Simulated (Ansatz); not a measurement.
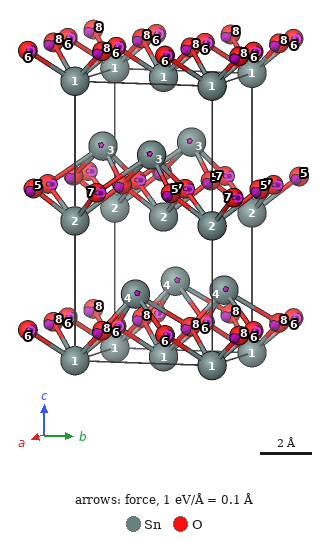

Starting geometry of solid SnO (set up in Cmc2_1) with the computed forces as purple arrows. The picture is a ball-and-stick view of the conventional cell (2 times the calculation's cell), seen slightly off an axis. Lengths and directions refer to the drawn axes.

Level of theory: DFT, PBE, plane-wave PAW, default files, scalar-relativistic, frozen cores in Ansatz 0.2.0.

The input:
```yaml
crystal:
  lattice:
    - [2.5, -2.86, 0.0]
    - [2.5, 2.86, 0.0]
    - [0.0, 0.0, 11.12]
  atoms:
    - { symbol: Sn, position: [0.0, 0.0, 0.0] }
    - { symbol: Sn, position: [0.0, 0.0, 0.5] }
    - { symbol: Sn, position: [0.559, 0.441, 0.254] }
    - { symbol: Sn, position: [0.441, 0.559, 0.754] }
    - { symbol: O, position: [0.93, 0.43, 0.38] }
    - { symbol: O, position: [0.07, 0.57, 0.88] }
    - { symbol: O, position: [0.57, 0.07, 0.38] }
    - { symbol: O, position: [0.43, 0.93, 0.88] }
kpoints:
  mp_grid: { grid: [12, 12, 5] }
scf:
  occupations: { method: fermi_dirac, width: 0.05 }
hamiltonian:
  xc: pbe
  pseudopotentials: { kind: paw, frozen_core: stored }
output:
  forces: true
  stress: true
  populations: true
  efg: { quadrupole_moments_barn: { Sn: -0.132, O: -0.02558 } }
relax:
  f_tol: 0.02
  max_steps: 60
```

Run as
```bash
ansatz run input.yaml --threads 1 --pin off --max-ram 3072MiB --backend cpu --events-out ev --progress --plain --runs-dir out
```

> What follows when this structure is relaxed?

It isn't relaxed: the largest force vector, on O atoms, is 8.84 eV/Å. The final displacements follow the starting forces only in part (cosine between the two patterns 0.81). After 5 geometry steps the energy has fallen by 857 meV per atom. The largest force component goes from 8.8 to 0.0068 eV/Å. The largest moves, 0.39 Å, are those of Sn3 and Sn4. Sn3 goes along [0 −3 −1]. By element the largest moves are Sn 0.39 Å, O 0.35 Å. The cell stays as it was. Near-neighbour distances that change, for instance: O5–O7 1.800 → 2.499 Å, Sn3–O5 2.765 → 2.243 Å, Sn1–O6 2.527 → 2.243 Å, Sn3–O5 (another image) 1.992 → 2.244 Å. Bond angles that change, for instance: Sn1–O6–Sn4 127.7° → 112.3°, O5–Sn2–O7 78.6° → 67.8°, Sn1–O6–Sn4 110.3° → 100.8°. The space group (tolerance 0.01 Å) goes from Cmc2_1 (No. 36) to Cmme (No. 67). The run took 17 min on 1 thread of Intel(R) Xeon(R) Processor @ 2.50GHz (Skylake/Cascade Lake), with other jobs on the host, peak memory 1.1 GiB.
